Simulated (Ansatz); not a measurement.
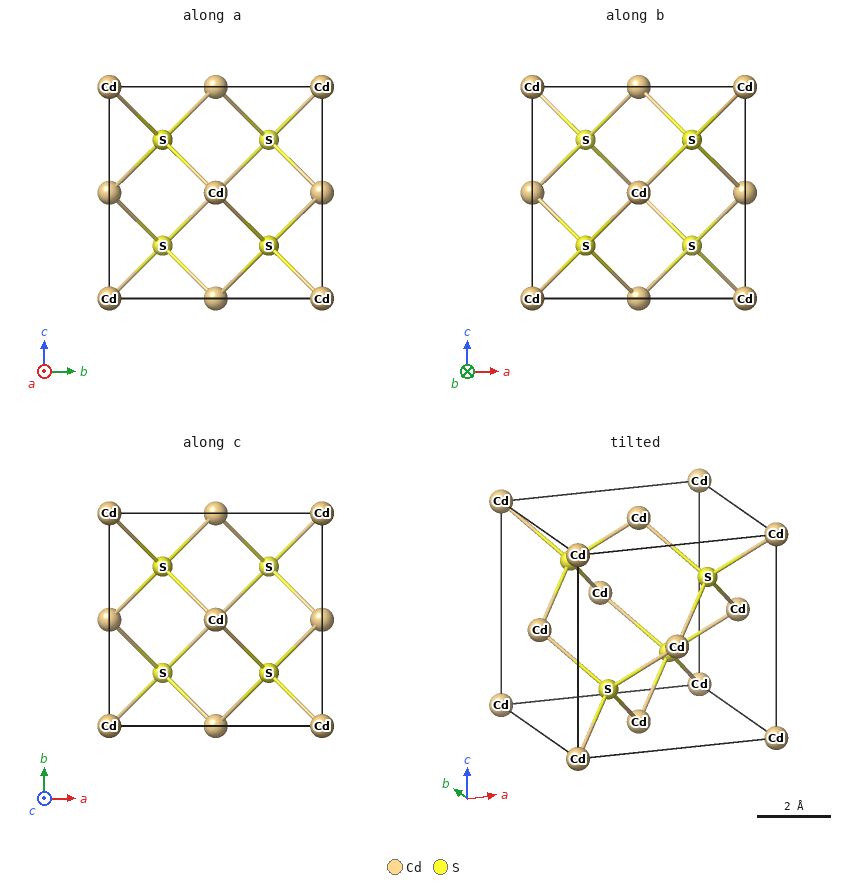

Structure drawing (ball-and-stick), viewed along the a axis, along the b axis, along the c axis and slightly off an axis. Thin lines show the drawn cell (a repeat of the simulation cell), with boundary atoms drawn in all their periodic places.

Lattice parameters: a = 5.878 Å, b = 5.878 Å, c = 5.849 Å, α = 90.00°, β = 90.00°, γ = 90.00°. Put a along x and b in the xy plane.

Give the structure in the form of a POSCAR file.

```
Cd S
1.0
     5.878    0.000    0.000
     0.000    5.878    0.000
     0.000    0.000    5.849
Cd S
4 4
Direct
  0.0000 0.0000 0.0000
  0.5000 0.5000 0.0000
  0.5000 0.0000 0.5000
  0.0000 0.5000 0.5000
  0.2500 0.2500 0.2500
  0.7500 0.7500 0.2500
  0.7500 0.2500 0.7500
  0.2500 0.7500 0.7500
```

The structure comes from a structure type filled with these elements by a generator (whether the compound takes this form wasn't checked). The cell was then strained or its atoms displaced on purpose. Ansatz was used for an electronic-structure calculation on it.
